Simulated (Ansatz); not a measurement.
**Si₂O: geometry relaxation (part 1 of 2)**

- system: Si₂O (3 atoms in the cell)
- method: DFT PBE, scalar-relativistic, plane waves, PAW, no spin polarisation (Ansatz 0.2.0)

The structure was built on a prototype by a generator; it need not be a known phase. It belongs to a series of runs on one base structure; here: random cell with space group Ama2 (No. 40).

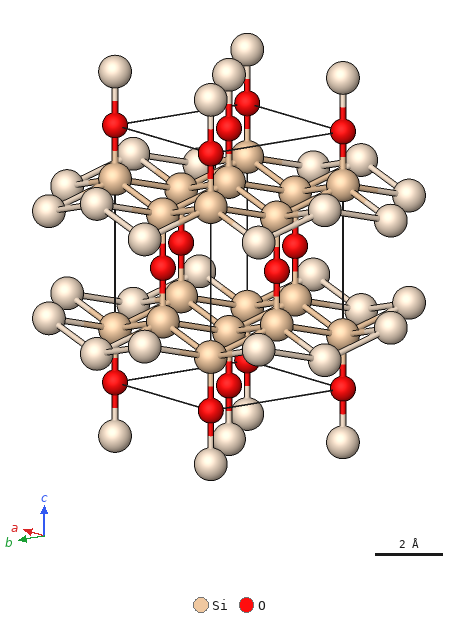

Fig. 1: The input geometry (ball-and-stick view of the cell 4 times as large as that of the calculation, set on its symmetry axes, seen at an oblique angle; neighbours outside the cell are drawn fainter).

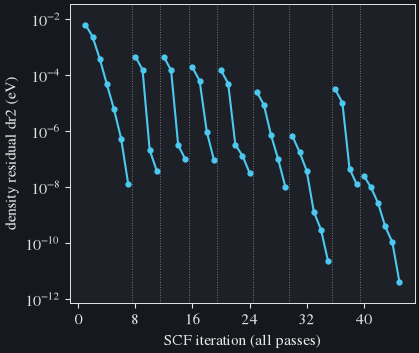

Fig. 2: Convergence of the self-consistent field: density residual dr2 against the SCF iteration. The dotted lines part the SCF passes of the relaxation: geometry steps, rejected trials and re-solves on a re-selected basis. The 9 passes take 4 to 7 iterations each, 45 in all.

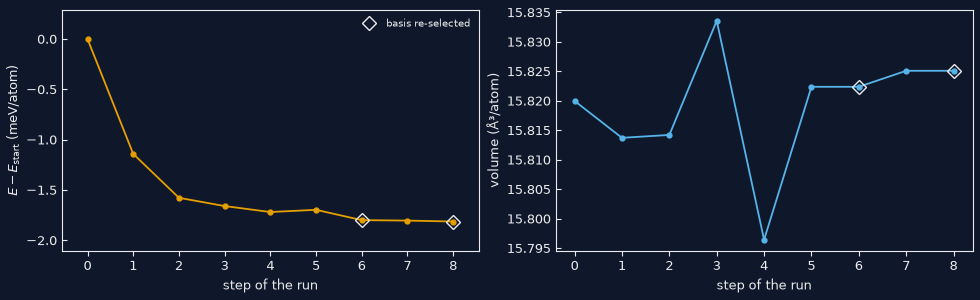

Fig. 3: Progress of the relaxation, step by step (the first geometry is step 0 here and step 1 in the log).

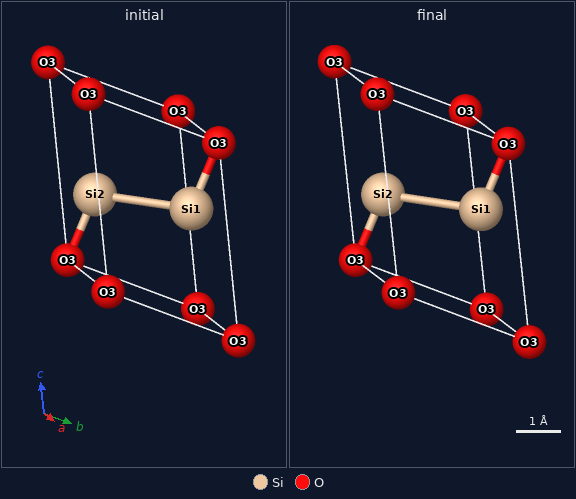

Fig. 4: Before (left) and after (right) the relaxation, at one scale (ball-and-stick view of the reduced cell, seen slightly off an axis). No atom moves by more than 0.005 Å relative to the cell. The drawn cell changes at constant volume: a = b 3.458 → 3.457 Å (0.0 %), c 4.641 → 4.664 Å (+0.5 %), α 111.1° → 111.8°, β 111.1° → 111.8°, γ 92.0° → 90.0°. Distances before and after: Si1–Si2 2.574 → 2.532 Å. The space group (tolerance 0.01 Å) goes from Fmmm (No. 69) to I4/mmm (No. 139). The energy falls by 1.8 meV per atom in 6 geometry steps. Largest force component: 0.0019 eV/Å at the start, 0.00018 eV/Å at the end. The pressure goes from 0.14 to 0.00 GPa. The basis was re-selected once at an unchanged geometry, which shifts the energy a little without any move. The energy change given includes the shifts at the re-selections in mid-walk, which come without any move. A last SCF at the same geometry on a re-selected plane-wave basis shifts the energy by next to nothing (0.0 meV per atom). (Atoms are counted from 1 in the order of the input.)

The input that produced these results follows, with the program's output.

## The input
```yaml
crystal:
  lattice:
    - [0.0, 2.487846873, 3.9702355553]
    - [2.4024635379, 0.0, 3.9702355553]
    - [2.4024635379, 2.487846873, 0.0]
  atoms:
    - { symbol: Si, position: [0.2084536561, 0.2084536561, 0.7915463439] }
    - { symbol: Si, position: [0.7915463439, 0.7915463439, 0.2084536561] }
    - { symbol: O, position: [0.0, 0.0, 0.0] }
basis:
  ecutwfc: 420
kpoints:
  mp_grid: { grid: [14, 14, 14] }
hamiltonian:
  xc: pbe
scf:
  occupations: { method: gaussian, width: 0.1 }
output:
  forces: true
  stress: true
  eigenvalues: true
relax:
  adjacent_minimum: "off"
  f_tol: 0.01
  max_steps: 80
  cell: { stress_tol: 0.05 }
```

Launched with:
```bash
ansatz run input.yaml --threads 1 --pin off --max-ram 2560MiB --backend cpu --events-out ev --progress --plain --runs-dir out
```

## What the program printed
```
Engine: ansatz 0.2.0, x86_64-unknown-linux-gnu
Pseudopotentials: kind: paw
Pseudopotential: Si, paw, valence charge 4, recommended cutoff 420 eV (normal), Si.paw.azcp
Pseudopotential: O, paw, valence charge 6, recommended cutoff 420 eV (normal), O.paw.azcp
Functional definition: PBE
  parameter kappa = 0.804
  parameter beta = 0.06672455060314922
  exchange = pbe_x(kappa = kappa, mu = beta*pi^2/3)
  correlation = pbe_c(beta = beta)
Crystal: 3 atoms, lattice volume = 47.460 Å³
Basis set: ecut = 420 eV, 933 PW (Γ), exchange–correlation on 64×64×48 points (8 copies of the dense FFT grid, shifted against one another)
Bands: 11, of which v1, the nominal top of the filled ones, is band 7 counted from 1 (6 counted from 0)
Symmetry: 8 space group operations
Space group: Fmmm (ITA 69), of the structure as read, at distance tolerance 3.6e-5 Å
k-points: 428 of 2744
Non-local potential: Si, projectors of the file, l = 0: 2, l = 1: 2, l = 2: 2
Non-local potential: O, projectors of the file, l = 0: 2, l = 1: 2, l = 2: 1
PAW form: soft (Blöchl's): semilocal exchange-correlation on the pseudo side does not see the compensation charge
PAW one-centre angular grid: Si, 110 points (default); XC on 64 Gauss nodes
PAW one-centre angular grid: O, 110 points (default); XC on 64 Gauss nodes
Initial density: superposition of atomic densities (neutral atoms: chi_scale 0, normalization atom), corrected by the library's trained network
Initial wavefunctions: pseudopotential atomic-orbital guess
Functional: x = pbe(κ = 0.804, μ = 0.2195149727645171), c = pbe(β = 0.06672455060314922)
SCF iter   1: F=—  HF=-1839.187891 eV  |F-HF|=—  |Δ(HF+E_count)|=         —  Δρ=4.22e-3  dr2=6.56e-3  ethr=1.77e-3  ⟨swp⟩=5.8  Hψ=35075  notcnv=0
preconditioner: auto → Kerker (q_TF=auto, 2.226 Å⁻¹)  [metal: Δε(μ)=0.033 eV  Ē_g=9.796 eV  σ=0.100 eV  W_gap=0.18  n_scr=10 (ndim 8)  ℏωp=18.7 eV  f_vac=0.009  D(μ)=0.84/eV (n_scr^D=2)]
SCF iter   2: F=—  HF=-1839.188345 eV  |F-HF|=—  |Δ(HF+E_count)|=   4.53e-4  Δρ=2.51e-3  dr2=2.40e-3  ethr=4.68e-5  ⟨swp⟩=1.0  Hψ=8149  notcnv=0
SCF iter   3: F=—  HF=-1839.188535 eV  |F-HF|=—  |Δ(HF+E_count)|=   1.91e-4  Δρ=8.82e-4  dr2=3.97e-4  ethr=1.72e-5  ⟨swp⟩=2.0  Hψ=7651  notcnv=0
SCF iter   4: F=—  HF=-1839.188499 eV  |F-HF|=—  |Δ(HF+E_count)|=   3.62e-5  Δρ=2.35e-4  dr2=4.83e-5  ethr=2.83e-6  ⟨swp⟩=2.6  Hψ=7608  notcnv=0
SCF iter   5: F=—  HF=-1839.188425 eV  |F-HF|=—  |Δ(HF+E_count)|=   7.43e-5  Δρ=1.07e-4  dr2=6.26e-6  ethr=3.45e-7  ⟨swp⟩=2.4  Hψ=7402  notcnv=0
SCF iter   6: F=—  HF=-1839.188432 eV  |F-HF|=—  |Δ(HF+E_count)|=   7.47e-6  Δρ=3.97e-5  dr2=5.52e-7  ethr=4.47e-8  ⟨swp⟩=2.2  Hψ=7155  notcnv=0
SCF iter   7: F=-1839.188433 eV  HF=-1839.188433 eV  |F-HF|=1.77e-8  |Δ(HF+E_count)|=   7.51e-7  Δρ=5.48e-6  dr2=1.29e-8  ethr=7.14e-10  ⟨swp⟩=7.1  Hψ=27238  notcnv=0
SCF 1 converged in 7 iterations: F = -1839.188433 eV  dr2 = 1.29e-8
  greatest PAW one-centre occupation: 0.860 electrons in one spin orbital (limit 2), on the O atom at site 2 (counted from 0), in its partial waves of l = 0
relax step   1: F+E_penalty+E_count = -1839.18843297 eV  Δ(F+E_penalty+E_count) = +0.000e0 eV  max|allowed force component| = 1.949e-3 eV/Å  Δτ_max = 0.0000 Å  P = +0.140 GPa  Ω = 47.460 Å³  (7 SCF iters, dr2 threshold 1.00e-7 eV, accepted)
Crystal: 3 atoms, lattice volume = 47.441 Å³
Initial density: handed on by an earlier stage of this run
Initial wavefunctions: those handed on with the density
iter 1 solved again at ethr=2.73e-6 eV; its pass at ethr=3.10e-3 eV (dr2=3.83e-4 eV) is discarded
SCF iter   1: F=—  HF=-1839.192127 eV  |F-HF|=—  |Δ(HF+E_count)|=         —  Δρ=1.01e-3  dr2=4.69e-4  ethr=2.73e-6  ⟨swp⟩=1.9  Hψ=37576  notcnv=0
preconditioner: auto → Kerker (q_TF=auto, 2.226 Å⁻¹)  [metal: Δε(μ)=0.034 eV  Ē_g=9.780 eV  σ=0.100 eV  W_gap=0.19  n_scr=10 (ndim 8)  ℏωp=18.7 eV  f_vac=0.005  D(μ)=0.81/eV (n_scr^D=2)]
SCF iter   2: F=—  HF=-1839.192021 eV  |F-HF|=—  |Δ(HF+E_count)|=   1.06e-4  Δρ=5.79e-4  dr2=1.59e-4  ethr=2.73e-6  ⟨swp⟩=1.0  Hψ=4708  notcnv=0
SCF iter   3: F=—  HF=-1839.191856 eV  |F-HF|=—  |Δ(HF+E_count)|=   1.65e-4  Δρ=2.81e-5  dr2=2.18e-7  ethr=1.14e-6  ⟨swp⟩=2.3  Hψ=7044  notcnv=0
SCF iter   4: F=-1839.191856 eV  HF=-1839.191856 eV  |F-HF|=7.97e-9  |Δ(HF+E_count)|=   1.10e-7  Δρ=9.80e-6  dr2=3.85e-8  ethr=1.56e-9  ⟨swp⟩=6.0  Hψ=25340  notcnv=0
SCF 2 converged in 4 iterations: F = -1839.191856 eV  dr2 = 3.85e-8
relax step   2: F+E_penalty+E_count = -1839.19185612 eV  Δ(F+E_penalty+E_count) = -3.423e-3 eV  max|allowed force component| = 6.733e-3 eV/Å  Δτ_max = 0.0006 Å  P = +0.089 GPa  Ω = 47.441 Å³  energy of the carried Pulay correction = +4.300e-5 eV  (4 SCF iters, dr2 threshold 3.00e-7 eV, accepted)
Crystal: 3 atoms, lattice volume = 47.443 Å³
Basis set: ecut = 420 eV, 925 PW (Γ), exchange–correlation on 64×64×48 points (8 copies of the dense FFT grid, shifted against one another)
iter 1 solved again at ethr=2.28e-6 eV; its pass at ethr=3.10e-3 eV (dr2=3.20e-4 eV) is discarded
SCF iter   1: F=—  HF=-1839.193429 eV  |F-HF|=—  |Δ(HF+E_count)|=         —  Δρ=9.87e-4  dr2=4.53e-4  ethr=2.28e-6  ⟨swp⟩=2.0  Hψ=37537  notcnv=0
preconditioner: auto → Kerker (q_TF=auto, 2.226 Å⁻¹)  [metal: Δε(μ)=0.015 eV  Ē_g=9.780 eV  σ=0.100 eV  W_gap=0.08  n_scr=10 (ndim 8)  ℏωp=18.7 eV  f_vac=0.005  D(μ)=0.90/eV (n_scr^D=2)]
SCF iter   2: F=—  HF=-1839.193326 eV  |F-HF|=—  |Δ(HF+E_count)|=   1.03e-4  Δρ=5.64e-4  dr2=1.52e-4  ethr=2.28e-6  ⟨swp⟩=1.0  Hψ=4708  notcnv=0
SCF iter   3: F=—  HF=-1839.193165 eV  |F-HF|=—  |Δ(HF+E_count)|=   1.61e-4  Δρ=3.07e-5  dr2=3.17e-7  ethr=1.08e-6  ⟨swp⟩=2.1  Hψ=6923  notcnv=0
SCF iter   4: F=-1839.193165 eV  HF=-1839.193165 eV  |F-HF|=4.42e-8  |Δ(HF+E_count)|=   1.04e-7  Δρ=1.51e-5  dr2=1.01e-7  ethr=2.14e-9  ⟨swp⟩=6.0  Hψ=25400  notcnv=0
SCF 3 converged in 4 iterations: F = -1839.193165 eV  dr2 = 1.01e-7
relax step   3: F+E_penalty+E_count = -1839.19316496 eV  Δ(F+E_penalty+E_count) = -1.309e-3 eV  max|allowed force component| = 5.553e-3 eV/Å  Δτ_max = 0.0009 Å  P = +0.057 GPa  Ω = 47.443 Å³  energy of the carried Pulay correction = +2.854e-5 eV  (4 SCF iters, dr2 threshold 3.00e-7 eV, accepted)
Crystal: 3 atoms, lattice volume = 47.501 Å³
iter 1 solved again at ethr=9.79e-7 eV; its pass at ethr=3.10e-3 eV (dr2=1.37e-4 eV) is discarded
SCF iter   1: F=—  HF=-1839.193588 eV  |F-HF|=—  |Δ(HF+E_count)|=         —  Δρ=6.44e-4  dr2=1.92e-4  ethr=9.79e-7  ⟨swp⟩=2.0  Hψ=36547  notcnv=0
preconditioner: auto → Kerker (q_TF=auto, 2.226 Å⁻¹)  [metal: Δε(μ)=0.010 eV  Ē_g=9.775 eV  σ=0.100 eV  W_gap=0.05  n_scr=10 (ndim 8)  ℏωp=18.7 eV  f_vac=0.005  D(μ)=0.90/eV (n_scr^D=2)]
SCF iter   2: F=—  HF=-1839.193432 eV  |F-HF|=—  |Δ(HF+E_count)|=   1.55e-4  Δρ=3.67e-4  dr2=6.39e-5  ethr=9.79e-7  ⟨swp⟩=1.0  Hψ=4708  notcnv=0
SCF iter   3: F=—  HF=-1839.193411 eV  |F-HF|=—  |Δ(HF+E_count)|=   2.17e-5  Δρ=5.24e-5  dr2=9.78e-7  ethr=4.57e-7  ⟨swp⟩=2.2  Hψ=7125  notcnv=0
SCF iter   4: F=-1839.193411 eV  HF=-1839.193411 eV  |F-HF|=6.10e-8  |Δ(HF+E_count)|=   1.98e-7  Δρ=1.54e-5  dr2=9.58e-8  ethr=1.54e-9  ⟨swp⟩=6.6  Hψ=26382  notcnv=0
SCF 4 converged in 4 iterations: F = -1839.193411 eV  dr2 = 9.58e-8
relax step   4: F+E_penalty+E_count = -1839.19341061 eV  Δ(F+E_penalty+E_count) = -2.457e-4 eV  max|allowed force component| = 1.167e-2 eV/Å  Δτ_max = 0.0014 Å  P = -0.050 GPa  Ω = 47.501 Å³  energy of the carried Pulay correction = -5.206e-5 eV  (4 SCF iters, dr2 threshold 2.16e-7 eV, accepted)
Crystal: 3 atoms, lattice volume = 47.389 Å³
iter 1 solved again at ethr=7.75e-7 eV; its pass at ethr=3.10e-3 eV (dr2=1.08e-4 eV) is discarded
SCF iter   1: F=—  HF=-1839.193746 eV  |F-HF|=—  |Δ(HF+E_count)|=         —  Δρ=5.73e-4  dr2=1.51e-4  ethr=7.75e-7  ⟨swp⟩=2.0  Hψ=36413  notcnv=0
preconditioner: auto → Kerker (q_TF=auto, 2.227 Å⁻¹)  [metal: Δε(μ)=0.018 eV  Ē_g=9.782 eV  σ=0.100 eV  W_gap=0.10  n_scr=10 (ndim 8)  ℏωp=18.7 eV  f_vac=0.005  D(μ)=0.88/eV (n_scr^D=2)]
SCF iter   2: F=—  HF=-1839.193712 eV  |F-HF|=—  |Δ(HF+E_count)|=   3.41e-5  Δρ=3.28e-4  dr2=5.11e-5  ethr=7.75e-7  ⟨swp⟩=1.0  Hψ=4708  notcnv=0
SCF iter   3: F=—  HF=-1839.193589 eV  |F-HF|=—  |Δ(HF+E_count)|=   1.23e-4  Δρ=2.41e-5  dr2=3.35e-7  ethr=3.65e-7  ⟨swp⟩=2.2  Hψ=7108  notcnv=0
SCF iter   4: F=—  HF=-1839.193589 eV  |F-HF|=—  |Δ(HF+E_count)|=   3.59e-7  Δρ=1.67e-5  dr2=1.35e-7  ethr=3.22e-10  ⟨swp⟩=6.4  Hψ=26716  notcnv=0
SCF iter   5: F=-1839.193589 eV  HF=-1839.193589 eV  |F-HF|=4.58e-9  |Δ(HF+E_count)|=   1.39e-8  Δρ=7.72e-6  dr2=3.29e-8  ethr=3.22e-10  ⟨swp⟩=3.2  Hψ=19287  notcnv=0
SCF 5 converged in 5 iterations: F = -1839.193589 eV  dr2 = 3.29e-8
relax step   5: F+E_penalty+E_count = -1839.19358910 eV  Δ(F+E_penalty+E_count) = -1.785e-4 eV  max|allowed force component| = 1.778e-2 eV/Å  Δτ_max = 0.0017 Å  P = +0.108 GPa  Ω = 47.389 Å³  energy of the carried Pulay correction = +1.173e-4 eV  (5 SCF iters, dr2 threshold 4.51e-8 eV, accepted)
Crystal: 3 atoms, lattice volume = 47.467 Å³
iter 1 solved again at ethr=1.40e-7 eV; its pass at ethr=3.10e-3 eV (dr2=1.96e-5 eV) is discarded
SCF iter   1: F=—  HF=-1839.193640 eV  |F-HF|=—  |Δ(HF+E_count)|=         —  Δρ=2.40e-4  dr2=2.60e-5  ethr=1.40e-7  ⟨swp⟩=2.0  Hψ=36339  notcnv=0
preconditioner: auto → Kerker (q_TF=auto, 2.226 Å⁻¹)  [metal: Δε(μ)=0.007 eV  Ē_g=9.778 eV  σ=0.100 eV  W_gap=0.04  n_scr=10 (ndim 8)  ℏωp=18.7 eV  f_vac=0.005  D(μ)=0.89/eV (n_scr^D=2)]
SCF iter   2: F=—  HF=-1839.193526 eV  |F-HF|=—  |Δ(HF+E_count)|=   1.14e-4  Δρ=1.36e-4  dr2=8.88e-6  ethr=1.40e-7  ⟨swp⟩=1.0  Hψ=4708  notcnv=0
SCF iter   3: F=—  HF=-1839.193523 eV  |F-HF|=—  |Δ(HF+E_count)|=   2.57e-6  Δρ=4.27e-5  dr2=7.41e-7  ethr=6.34e-8  ⟨swp⟩=2.2  Hψ=7321  notcnv=0
SCF iter   4: F=—  HF=-1839.193523 eV  |F-HF|=—  |Δ(HF+E_count)|=   1.39e-7  Δρ=9.99e-6  dr2=1.01e-7  ethr=5.29e-9  ⟨swp⟩=2.8  Hψ=7713  notcnv=0
SCF iter   5: F=-1839.193523 eV  HF=-1839.193523 eV  |F-HF|=2.35e-9  |Δ(HF+E_count)|=   2.16e-8  Δρ=5.09e-6  dr2=1.07e-8  ethr=6.98e-10  ⟨swp⟩=4.4  Hψ=17359  notcnv=0
SCF 6 converged in 5 iterations: F = -1839.193523 eV  dr2 = 1.07e-8
```
